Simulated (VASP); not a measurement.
```
Y
1.0
     3.65648    0.00000    0.00000
     0.00000    5.67401    0.00000
     0.00000    0.00000   18.22214
Y
4
Cartesian
  0.0000 4.2555 7.0000
  1.8282 1.4185 8.0555
  1.8282 4.2555 9.8875
  0.0000 1.4185 10.9982
```

Theory: Kohn-Sham DFT of a periodic cell, PBE, VASP PAW PBE potentials, recommended (VASP 6.6.1).

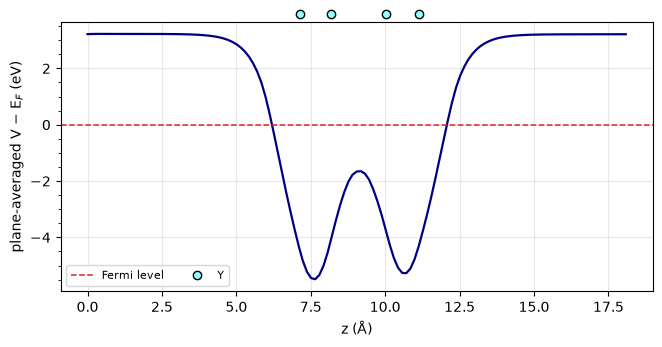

Y (slab). Plane average of the electrostatic potential energy of an electron across the slab. Circles mark the heights of the atoms.

How far above the Fermi level of the calculation is the vacuum level?

Answer. 3.2 eV.

What are the slab's thickness and the vacuum gap?

Answer. The outermost nuclei are 4.0 Å apart, in 4 atomic planes; the vacuum between periodic images is 14.2 Å wide.
